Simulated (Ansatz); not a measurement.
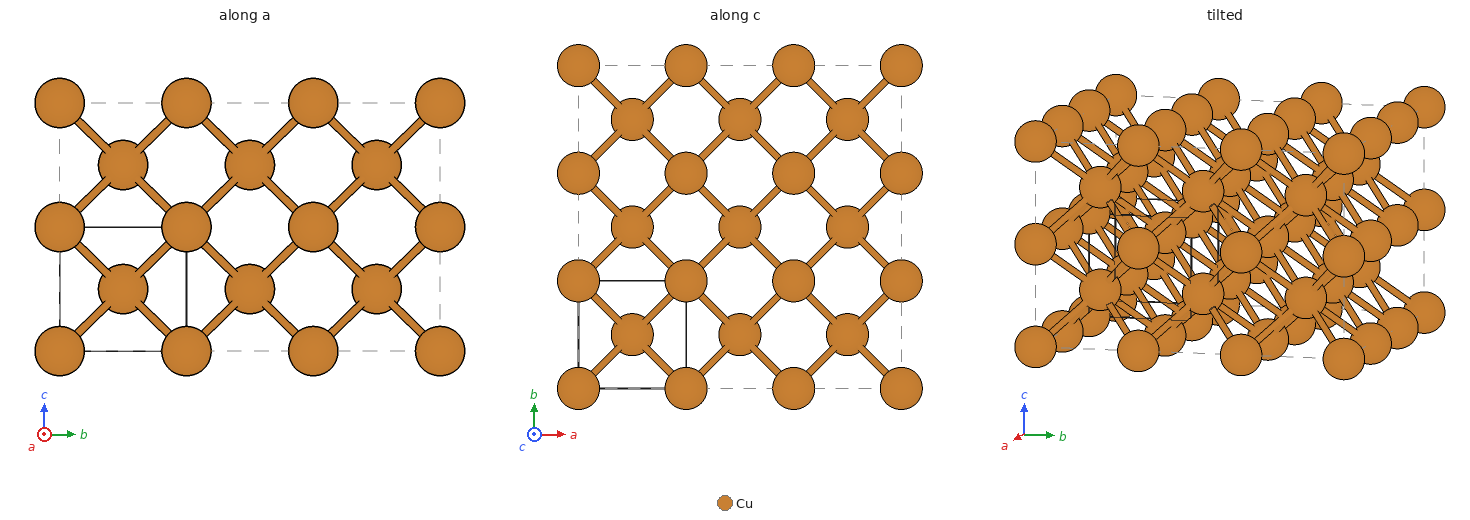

Crystal structure, ball-and-stick style, seen along the a axis, along the c axis and slightly off an axis. Solid lines give the drawn cell (a repeat of the simulation cell), repeated here 3×3×2 times.

Describe the arrangement of the atoms.

- The element is copper.
- Strictly the space group is I4/mmm (No. 139, within 0.01 Å). It is a distorted form of a body-centred cubic structure, space group Im-3m (No. 229) within 0.25 Å: body-centred cubic (W type).
- The cell holds two atoms.

Source of the structure: a structure listed in the Materials Project. The cell was then strained or its atoms displaced on purpose. It was run through Ansatz as a DFT input.

At this level of theory the run's own cell isn't at rest (compressed, at 10 GPa), so its distances can differ from those at equilibrium, the more so the softer the solid.
